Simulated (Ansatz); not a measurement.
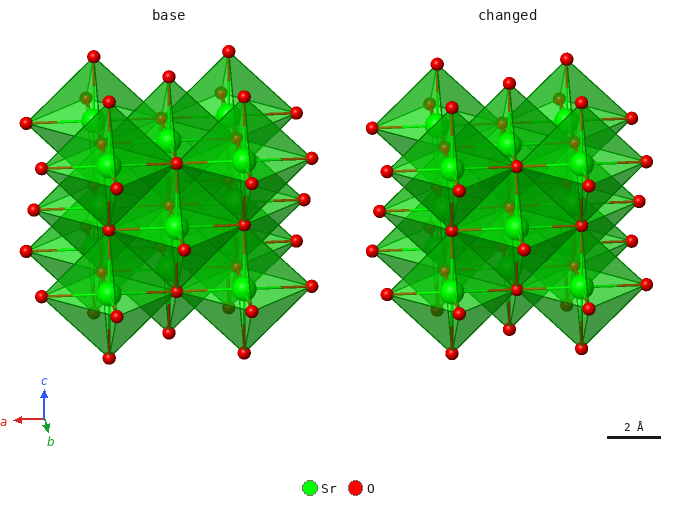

Left: solid SrO (built on the rocksalt type) at its r2SCAN-relaxed geometry. Right: the same structure after one change, at the same scale. Style: polyhedral. Shown: the conventional cell (4 times the calculation's cell), from a free direction. Lengths and directions refer to the drawn axes.

Level of theory: Ansatz 0.2.0, DFT, HSE06, plane waves, PAW. Set-up: plane-wave cutoff 420 eV; k-point mesh 6 × 6 × 6; occupations fixed; no spin polarisation.

Question: What distinguishes the right structure from the left one?

Answer: All lengths are scaled by −4.0 % (volume −11.5 %). The atoms were relaxed with r2SCAN under that strain, and this is a single point on that geometry.

Question: And its effect?

Answer: It costs 77.0 meV per atom. Pressure: −0.3 GPa before, 14.3 GPa after. All forces vanish by symmetry. Near-neighbour distances before and after: O–Sr 2.580 → 2.477 Å. The space group stays Fm-3m (No. 225).
